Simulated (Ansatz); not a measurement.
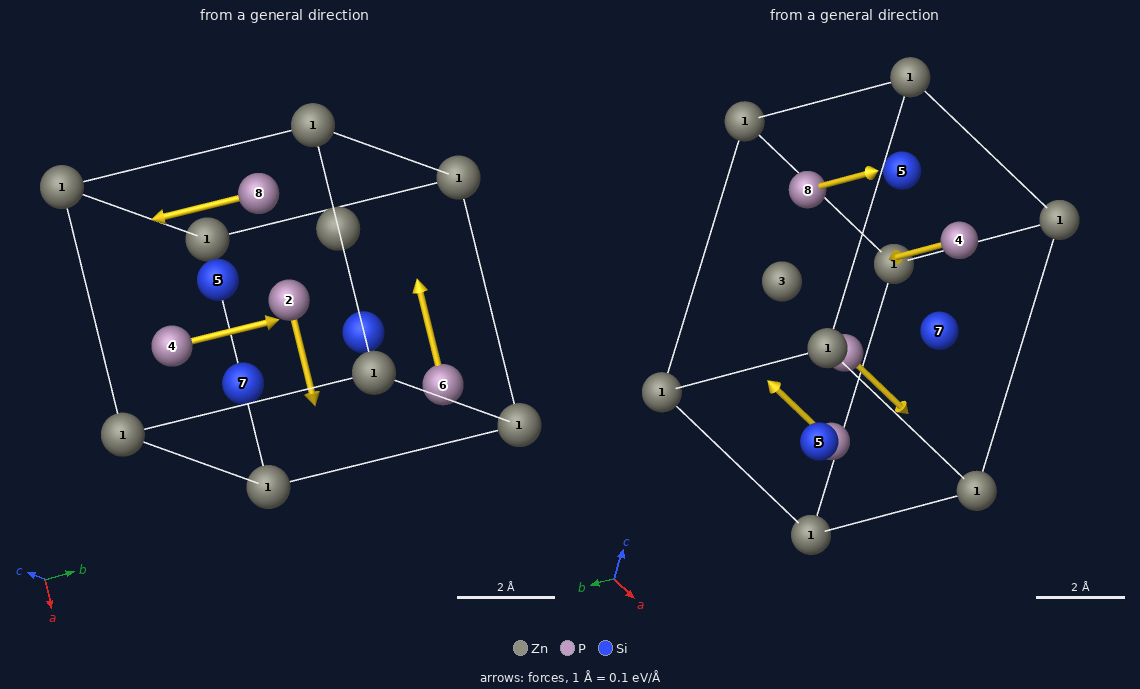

We look at a spheres-only model of the crystal from two general directions. Thin lines show the cell (the run's own, in a reduced setting), with boundary atoms drawn in all their periodic places. The arrows are the computed forces on the atoms.

System: ZnSiP₂. Results below were computed with DFT, HSE06, plane waves, PAW in Ansatz; the settings were an energy cutoff of 420 eV, k-points about 0.41 Å⁻¹ apart, no spin polarisation.

Q: Are the atoms in equilibrium?

A: No. The atoms still feel forces of up to about 0.19 eV/Å, above a usual threshold of 0.01 to 0.03 eV/Å.

Q: Which atom is furthest from force balance?

A: All P atoms, about 0.19 eV/Å.

The structure was taken from a structure type filled with these elements by a generator (whether the compound takes this form wasn't checked). Earlier steps of the study may have refined or changed the cell and positions. It went into a calculation with Ansatz.
